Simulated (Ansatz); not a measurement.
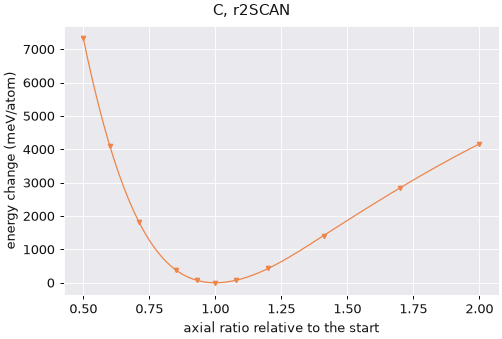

Plotted: energy change against relative axial ratio for C, space group Fd-3m (No. 227).

The given structure:
```yaml
crystal:
  lattice:
    - [0.00000, 1.78340, 1.78340]
    - [1.78340, 0.00000, 1.78340]
    - [1.78340, 1.78340, 0.00000]
  atoms:
    - { symbol: C, position: [0.50000, 0.50000, 0.50000] }
    - { symbol: C, position: [0.75000, 0.75000, 0.75000] }
```

Method: deformation of a crystal at fixed volume, lengths along the axis scaled against those across it, fractional coordinates fixed, by plane-wave density functional theory with PAW datasets, free energies less that of the undisturbed cell, pressure positive in compression; scalar-relativistic (Ansatz 0.2.0). Level: r2SCAN, no spin polarisation.

```json
{"setting": "wave cutoff", "value": "500 eV"}
{"setting": "k mesh", "value": "12×12×12"}
{"setting": "occupations", "value": "Gaussian"}
{"setting": "smearing width", "value": "0.05 eV"}
{"setting": "k shift", "value": "(0, 0, 0) (mesh steps)"}
{"setting": "start", "value": "as given"}
{"setting": "path", "value": "trigonal"}
{"setting": "axis direction", "value": "(0.5774, 0.5774, 0.5774) (Cartesian unit vector)"}
```

From this curve and the settings, what does the calculation give for the pressure and gap on the k mesh at the same points?

The pressure goes from 332 GPa at relative axial ratio 0.50 to 149 GPa at 2.00, not monotonically, with a low of −2 GPa at 1.00, and changes sign near 0.95 and 1.06. The gap on the k mesh is closed at 5 of the 11 points and is largest, 4.372 eV, at 1.00.

```
axial ratio relative to the start  pressure (GPa)  gap on the k mesh (eV)
                             0.50             332                   0.000
                             0.60             187                   0.000
                             0.71              79                   0.201
                             0.85              14                   2.711
                             0.93               1                   4.011
                             1.00              -2                   4.372
                             1.08               1                   3.920
                             1.20              15                   0.727
                             1.41              52                   0.000
                             1.70             105                   0.000
                             2.00             149                   0.000
```

Note: atoms far too close at some points of the scan; gap closes along the scan on a mesh chosen for the insulator; reference crystal is not relaxed.
